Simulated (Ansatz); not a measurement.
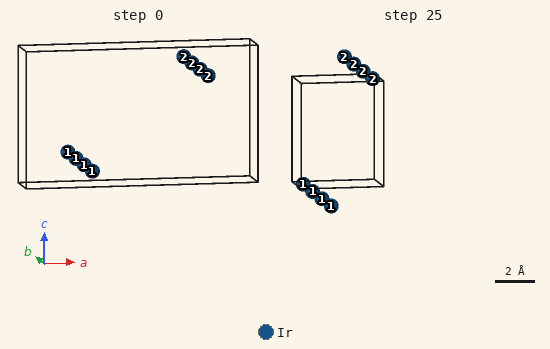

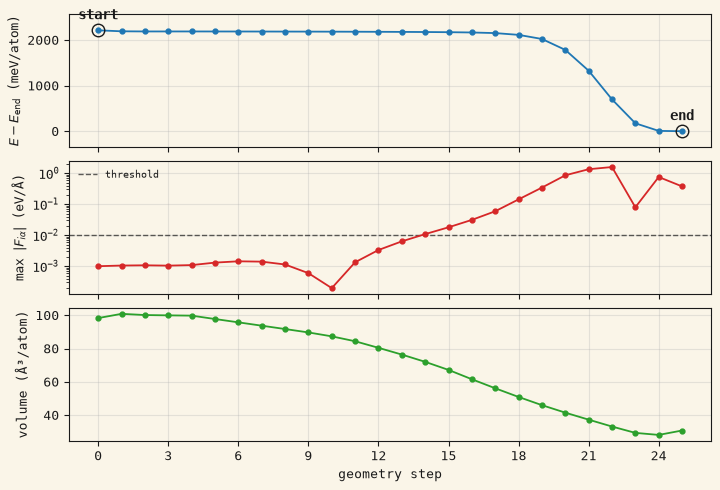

First and last geometry of a relaxation of a crystal of Ir (set up in Pmma), with the history of the run. A ball-and-stick model of the cell of the calculation, seen slightly off an axis.

Case: no spin polarisation.

Computed with DFT PBE, scalar-relativistic, plane waves, PAW (Ansatz 0.2.0). (plane-wave cutoff 420 eV; k-point mesh 4 × 18 × 6; occupations gaussian; smearing width 0.1 eV; no spin polarisation; cell and atoms relaxed; force threshold 0.01 eV/Å; at most 60 steps)

Question: Did the run converge, and what did it change?

Answer: The run was cut off at its time limit before the relaxation converged, so the last structure is only a point on the way. The largest moves relative to the cell, 1.45 Å, are those of Ir1 and Ir2. Ir1 goes along −c. Cell: a 12.238 → 4.355 Å (−64.4 %), b 2.233 → 2.551 Å (+14.2 %), c 7.193 → 5.533 Å (−23.1 %). Volume −68.7 %. Among the contacts that change: Ir1–Ir2 6.558 → 2.435 Å, Ir1–Ir1 2.233 → 2.551 Å. New bonds form: Ir1–Ir2 (6.56 → 2.43 Å). The space group stays Pmma (No. 51). Over 25 geometry steps the energy falls by 2213 meV per atom. Largest force component: 0.001 eV/Å at the start, 0.38 eV/Å at the end. Pressure: 1.42 GPa at the start and −6.15 GPa at the end.

```csv
step,"E − E(0), meV/atom","largest force component, eV/Å","pressure, GPa","volume, Å³/atom"
0,0.00,0.0010,1.42,98.306
1,-21.39,0.0010,-0.47,100.851
2,-24.65,0.0011,-0.06,100.131
3,-24.73,0.0010,-0.01,99.932
4,-24.77,0.0011,0.00,99.769
5,-25.26,0.0013,0.06,97.738
6,-25.86,0.0014,0.09,95.741
7,-26.59,0.0014,0.11,93.733
8,-27.41,0.0011,0.11,91.721
9,-28.27,0.0006,0.12,89.671
10,-29.48,0.0002,0.02,87.326
11,-30.76,0.0013,-0.06,84.374
12,-32.57,0.0033,-0.09,80.428
13,-34.64,0.0063,-0.12,76.372
14,-37.23,0.0108,-0.17,72.004
15,-40.89,0.0180,-0.25,67.151
16,-47.33,0.0312,-0.43,61.543
17,-60.64,0.0592,-0.65,56.116
18,-99.64,0.1430,-0.69,50.897
19,-189.69,0.3433,-0.99,45.976
20,-429.20,0.8547,-2.69,41.472
21,-885.36,1.3430,-4.88,37.260
22,-1514.36,1.5799,-4.07,33.131
23,-2038.76,0.0795,5.93,29.310
24,-2205.56,0.7536,8.20,28.088
25,-2213.08,0.3752,-6.15,30.738
```
